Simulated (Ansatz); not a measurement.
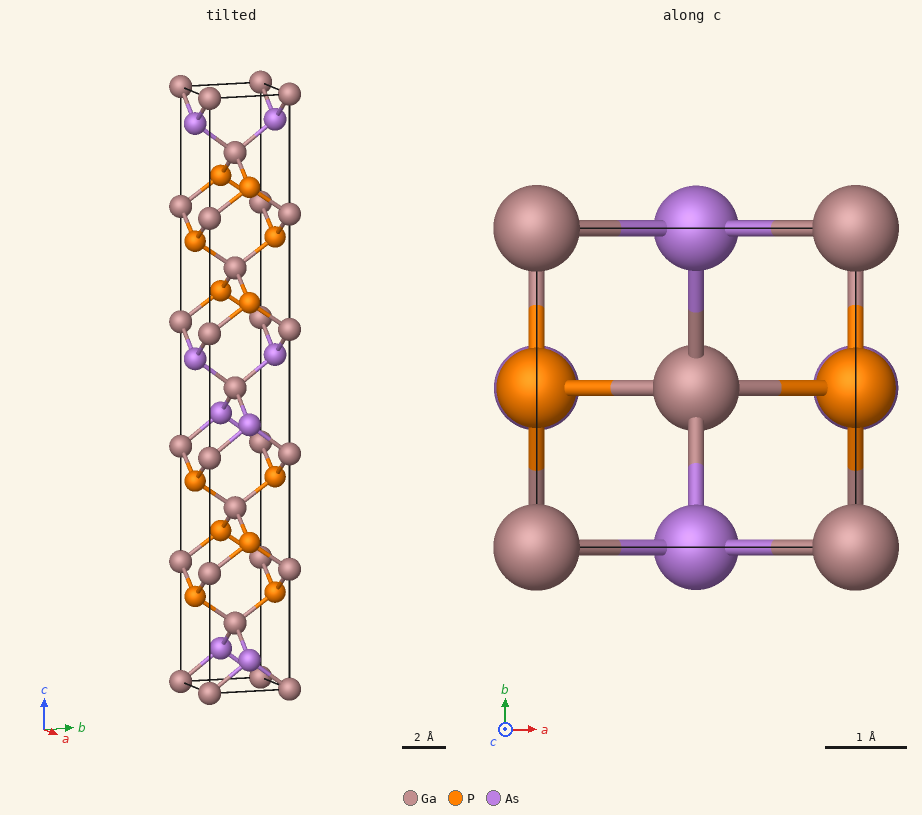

Crystal structure, ball-and-stick style, seen slightly off an axis and along the c axis. The parallelepiped is the conventional unit cell. Cell: a = 3.96 Å, b = 3.96 Å, c = 28.03 Å, α = 90.00°, β = 90.00°, γ = 90.00°.

The cell started as a structure type filled with these elements by a generator (whether the compound takes this form wasn't checked). Earlier steps of the study, as a rule a relaxation of our own, may have changed the cell and positions, so they can lie some per cent off the listed ones. It was run through Ansatz as a DFT input.

> Notes on the structure:

The material is Ga5As2P3. The lattice is body-centred tetragonal and the space group I-4m2 (No. 119). Cell content 10 Ga, 4 As, 6 P; Z = 2. Each P atom is coordinated by four Ga in a tetrahedral arrangement at about 2.4 Å. Each As atom has four Ga in a tetrahedral arrangement at about 2.5 Å around it. Ga takes three kinds of site: 4e with two P and two As in a tetrahedral arrangement (about 2.4 Å to P, 2.5 Å to As); 4e with four P in a tetrahedral arrangement at about 2.4 Å; 2a with four As in a tetrahedral arrangement at about 2.5 Å. The bonds build a three-dimensional framework.

Method: Ansatz 0.2.0, DFT LDA, scalar-relativistic, plane waves, PAW; an energy cutoff of 420 eV, k-points about 0.22 Å⁻¹ apart, Gaussian smearing of 0.02 eV, no spin polarisation.

> Does it come out as a metal, or with a gap?

A semiconductor at this level, with a gap of 0.71 eV, direct.

> Predict the Bader charges.

Ga +0.61 to +0.74 e; As -0.61 e; P -0.74 e.

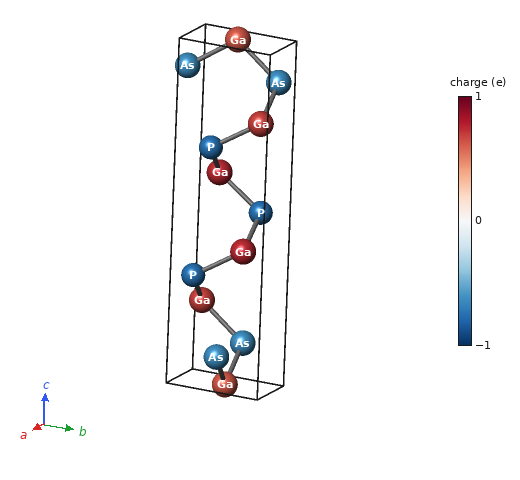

The atoms coloured by those charges. The run's cell of 10 atoms is drawn in a reduced setting, so axes and origin can differ from the first picture.

> Is this the optimised geometry for these settings?

No. The largest force is 0.05 eV/Å, on Ga. The pressure is -4.8 GPa, so the cell would contract.
